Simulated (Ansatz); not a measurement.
SnSe₂ (space group P-3m1, No. 164). Coordinates: the end point of a relaxation with DFT, PBEsol, plane waves, PAW (Ansatz).

```xyz
3
Lattice="3.8220 0.0000 0.0000 -1.9110 3.3100 0.0000 0.0000 0.0000 6.1474" Properties=species:S:1:pos:R:3 pbc="T T T"
Sn    0.0000    0.0000    0.0000
Se    1.9110    1.1033    4.5636
Se    0.0000    2.2066    1.5838
```

Describe how the polyhedra about Sn are linked (bonds: Se–Sn below 3.1 Å).

Sn: SnSe6 octahedron, sharing edges with six neighbours.

They form layers of edge-sharing octahedra parallel to (001).

Centre to centre across a shared edge: 3.82 Å.

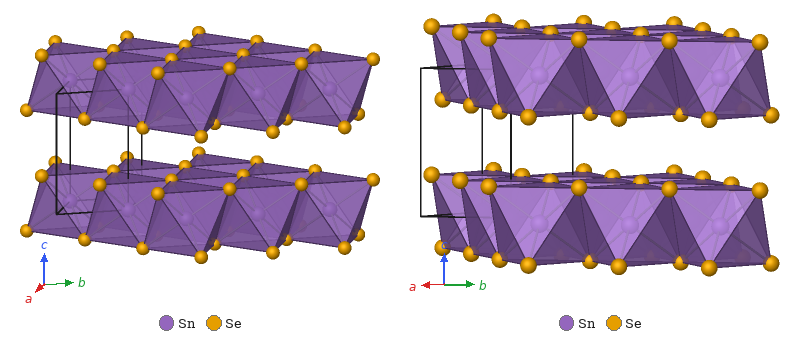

Polyhedra are drawn about Sn (bonds: Se–Sn below 3.1 Å); other atoms are plain spheres. Two views of the same piece.
